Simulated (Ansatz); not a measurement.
**Pt: one change and its effect**

System: Pt (1 atom in the cell).
Method of the first run: DFT, LDA, all-electron LAPW, scalar-relativistic, no spin polarisation (Ansatz 0.2.0).

The structure derives from an entry of the Crystallography Open Database. Text and figures count atoms from 1; the logs count them from 0 in places.

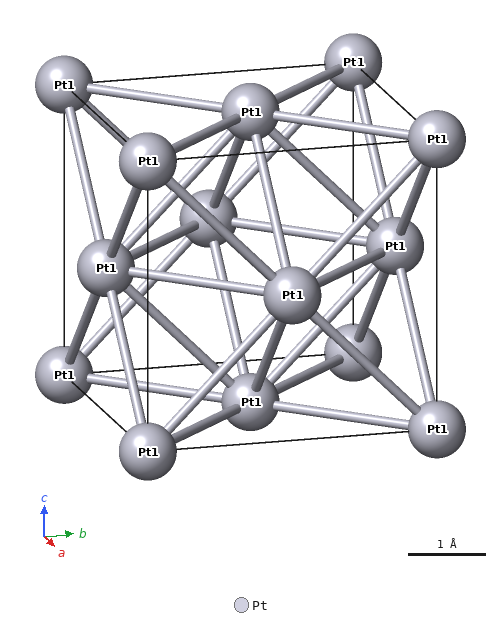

Figure 1. The structure (ball-and-stick view of the cell 4 times as large as that of the calculation, set on its symmetry axes, seen slightly off an axis; atoms are numbered from 1 in the order of the input). An atom can appear more than once, as a periodic image.

Input, the first run:
```yaml
crystal:
  lattice:
    - [0.0, 1.9579, 1.9579]
    - [1.9579, 0.0, 1.9579]
    - [1.9579, 1.9579, 0.0]
  atoms:
    - { symbol: Pt, position: [0.0, 0.0, 0.0] }
kpoints:
  mp_grid: { grid: [18, 18, 18] }
  band_path:
    path:
      - [0.0, 0.0, 0.0]
      - [0.5, 0.0, 0.5]
      - [0.625, 0.25, 0.625]
      - [0.375, 0.375, 0.75]
      - [0.0, 0.0, 0.0]
      - [0.5, 0.5, 0.5]
      - [0.5, 0.25, 0.75]
      - [0.5, 0.0, 0.5]
    npoints: 5
scf:
  occupations: { method: fermi_dirac, width: 0.03 }
hamiltonian:
  xc: lda
  pseudopotentials: { kind: all_electron, lapw: { basis_error: 0.00025 } }
output:
  forces: true
  stress: true
  eigenvalues: true
```

Command:
```bash
ansatz run input.yaml --threads 1 --pin off --max-ram 2048MiB --backend cpu --events-out ev --progress --plain --runs-dir out
```

Hardware: 1 thread of Arm Neoverse V1, 24 GiB of memory available, shared host.

Output, shortened to warnings, some set-up lines, iterations and results (the first run):
```
Basis set: ecut = 312.13729273753756 eV, 169 PW (Γ), exchange–correlation at level 2
Symmetry: 48 space group operations
k-points: 195 of 5832
Initial density: superposition of atomic densities (chi_scale 0.1, normalization cell)
[...]
SCF iter   1: F=—  HF=-500679.881920 eV  |F-HF|=—  |Δ(HF+E_count)|=         —  Δρ=3.15e-2  dr2=7.48e-2  ethr=1.77e-4  ⟨swp⟩=3.0  Hψ=32201  notcnv=0
SCF iter   2: F=—  HF=-500679.504397 eV  |F-HF|=—  |Δ(HF+E_count)|=   3.78e-1  Δρ=6.89e-3  dr2=5.37e-3  ethr=1.28e-5  ⟨swp⟩=2.0  Hψ=26252  notcnv=0
SCF iter   3: F=—  HF=-500679.479986 eV  |F-HF|=—  |Δ(HF+E_count)|=         —  Δρ=7.21e-3  dr2=5.89e-3  ethr=1.28e-5  ⟨swp⟩=2.0  Hψ=14872  notcnv=0
SCF iter   4: F=—  HF=-500679.477493 eV  |F-HF|=—  |Δ(HF+E_count)|=   2.49e-3  Δρ=4.25e-3  dr2=2.44e-3  ethr=1.28e-5  ⟨swp⟩=2.0  Hψ=14539  notcnv=0
SCF iter   5: F=—  HF=-500679.477256 eV  |F-HF|=—  |Δ(HF+E_count)|=   2.38e-4  Δρ=1.88e-3  dr2=5.67e-4  ethr=5.81e-6  ⟨swp⟩=2.0  Hψ=14189  notcnv=0
SCF iter   6: F=—  HF=-500679.477307 eV  |F-HF|=—  |Δ(HF+E_count)|=   5.08e-5  Δρ=2.93e-4  dr2=1.15e-5  ethr=1.35e-6  ⟨swp⟩=2.0  Hψ=14683  notcnv=0
SCF iter   7: F=—  HF=-500679.477305 eV  |F-HF|=—  |Δ(HF+E_count)|=   1.95e-6  Δρ=6.74e-5  dr2=4.43e-7  ethr=2.75e-8  ⟨swp⟩=2.0  Hψ=14685  notcnv=0
SCF iter   8: F=-500679.477305 eV  HF=-500679.477305 eV  |F-HF|=7.45e-9  |Δ(HF+E_count)|=   4.79e-8  Δρ=1.19e-5  dr2=1.68e-8  ethr=1.05e-9  ⟨swp⟩=2.0  Hψ=14685  notcnv=0
SCF 1 converged in 8 iterations: F = -500679.477305 eV  dr2 = 1.68e-8
NSCF: frozen V_eff on 36 k-points
SCF converged after 8 iterations
Free energy (F): -500679.477305 eV
Harris-Foulkes:  -500679.477305 eV  (|F-HF|=7.45e-9)
Internal energy: -500679.470917 eV  (E = F + TS)
E sigma→0 (E₀):  -500679.474111 eV
Entropy (-TS):   -0.006387 eV (-6.387 meV/atom)
Fermi energy:    28.701791 eV
--- Per-component energies (eV) ---
  E_band       = -3315.193380
  E_kinetic    = 568415.785339
  E_xc         = -9413.851679
  E_electrostatic = -1059681.404577  (all electrons and nuclei)
  E_smearing   = -0.006387  (= −TS)
  E_closure    = 0.000000  (closes the sum)
  E_atoms      = -500671.935187  (free atoms, spherical and without spin; not in F)
  Σ components = -500679.477305   (vs F -500679.477305, Δ=0.00e0)
  Basis errors (estimates in eV, not in F): energy 5.5e-5 per atom: plane waves 4.6e-5 (2.3e-5 summed), levels above the bands 1.3e-287, relativity 4.2e-9, radial functions 9.2e-6, core shells 1.1e-7; eigenvalues (radial functions only) 4.8e-7; not estimated: angular momenta, meshes, grids; target …
--- Forces (eV/Å), atoms counted from 1 ---
  atom   1  Pt    -0.00000000     0.00000000     0.00000000
  max |Σ_I F_I| component: 8.22e-32 eV/Å
--- Stress (GPa, compression-positive) ---
       -5.014343       0.000000       0.000000
        0.000000      -5.014343      -0.000000
        0.000000      -0.000000      -5.014343
  P = ⅓ Tr σ = -5.0143 GPa (-50.143 kbar)
```

The second run used a changed input.

The two runs side by side:

| quantity | the first run | the second run |
| --- | --- | --- |
| outcome | converged | converged |
| free energy per atom (eV) | −500679.4773 | −500818.1490 |
| energy per atom, smearing taken to zero (eV) | −500679.4741 | −500818.1458 |
| pressure (GPa) | −5.01 | 0.42 |
| largest force (eV/Å) | 0.000 | 0.000 |
| SCF iterations | 8 | 8 |
| irreducible k-points | 195 | 195 |
| plane waves at Γ | 169 | 169 |
| wall time (shared host) | 31 s | 30 s |

Which change of the input explains these differences?

The change (lines with − go, lines with + come):
```diff
-  xc: lda
+  xc: pbesol
```

The total energies belong to different methods, so their difference says nothing on which is more stable or more accurate. The pressure goes from −5.01 to 0.42 GPa. The functional changes from LDA to PBEsol. Along LDA, PBEsol, PBE and RPBE the binding weakens and the preferred volume grows, so the same cell is under more pressure with the later ones. The number of SCF iterations is the same.

Output, shortened to warnings, some set-up lines, iterations and results (the second run):
```
Basis set: ecut = 312.2409597659708 eV, 169 PW (Γ), exchange–correlation at level 2
Symmetry: 48 space group operations
k-points: 195 of 5832
Initial density: superposition of atomic densities (chi_scale 0.1, normalization cell)
[...]
SCF iter   1: F=—  HF=-500818.544017 eV  |F-HF|=—  |Δ(HF+E_count)|=         —  Δρ=3.27e-2  dr2=8.17e-2  ethr=1.94e-4  ⟨swp⟩=3.0  Hψ=32142  notcnv=0
SCF iter   2: F=—  HF=-500818.173753 eV  |F-HF|=—  |Δ(HF+E_count)|=   3.70e-1  Δρ=7.98e-3  dr2=7.15e-3  ethr=1.70e-5  ⟨swp⟩=2.0  Hψ=26219  notcnv=0
SCF iter   3: F=—  HF=-500818.151587 eV  |F-HF|=—  |Δ(HF+E_count)|=         —  Δρ=7.87e-3  dr2=7.09e-3  ethr=1.70e-5  ⟨swp⟩=2.0  Hψ=14825  notcnv=0
SCF iter   4: F=—  HF=-500818.149318 eV  |F-HF|=—  |Δ(HF+E_count)|=   2.27e-3  Δρ=4.75e-3  dr2=3.05e-3  ethr=1.69e-5  ⟨swp⟩=2.0  Hψ=14269  notcnv=0
SCF iter   5: F=—  HF=-500818.148972 eV  |F-HF|=—  |Δ(HF+E_count)|=   3.45e-4  Δρ=2.08e-3  dr2=7.00e-4  ethr=7.26e-6  ⟨swp⟩=2.0  Hψ=14243  notcnv=0
SCF iter   6: F=—  HF=-500818.149034 eV  |F-HF|=—  |Δ(HF+E_count)|=   6.18e-5  Δρ=3.32e-4  dr2=1.63e-5  ethr=1.67e-6  ⟨swp⟩=2.0  Hψ=14683  notcnv=0
SCF iter   7: F=—  HF=-500818.149031 eV  |F-HF|=—  |Δ(HF+E_count)|=   2.96e-6  Δρ=7.25e-5  dr2=5.08e-7  ethr=3.88e-8  ⟨swp⟩=2.0  Hψ=14685  notcnv=0
SCF iter   8: F=-500818.149031 eV  HF=-500818.149031 eV  |F-HF|=7.39e-9  |Δ(HF+E_count)|=   2.70e-8  Δρ=1.23e-5  dr2=1.78e-8  ethr=1.21e-9  ⟨swp⟩=2.0  Hψ=14685  notcnv=0
SCF 1 converged in 8 iterations: F = -500818.149031 eV  dr2 = 1.78e-8
NSCF: frozen V_eff on 36 k-points
SCF converged after 8 iterations
Free energy (F): -500818.149031 eV
Harris-Foulkes:  -500818.149031 eV  (|F-HF|=7.39e-9)
Internal energy: -500818.142656 eV  (E = F + TS)
E sigma→0 (E₀):  -500818.145844 eV
Entropy (-TS):   -0.006375 eV (-6.375 meV/atom)
Fermi energy:    28.889807 eV
--- Per-component energies (eV) ---
  E_band       = -3307.345630
  E_kinetic    = 568678.032645
  E_xc         = -9553.627607
  E_electrostatic = -1059942.547694  (all electrons and nuclei)
  E_smearing   = -0.006375  (= −TS)
  E_closure    = 0.000000  (closes the sum)
  E_atoms      = -500811.181748  (free atoms, spherical and without spin; not in F)
  Σ components = -500818.149031   (vs F -500818.149031, Δ=0.00e0)
  Basis errors (estimates in eV, not in F): energy 5.7e-5 per atom: plane waves 4.7e-5 (2.4e-5 summed), levels above the bands 4.2e-287, relativity 1.0e-8, radial functions 1.0e-5, core shells 1.1e-7; eigenvalues (radial functions only) 4.7e-7; not estimated: angular momenta, meshes, grids; target …
--- Forces (eV/Å), atoms counted from 1 ---
  atom   1  Pt     0.00000000     0.00000000    -0.00000000
  max |Σ_I F_I| component: 7.40e-32 eV/Å
--- Stress (GPa, compression-positive) ---
        0.419832       0.000000      -0.000000
        0.000000       0.419832       0.000000
       -0.000000       0.000000       0.419832
  P = ⅓ Tr σ = 0.4198 GPa (4.198 kbar)
```

For both runs: Spin–orbit coupling is left out, which matters for Pt. For the first run: The cell is under a tension of 5.0 GPa at this level, so it is not at its equilibrium volume.
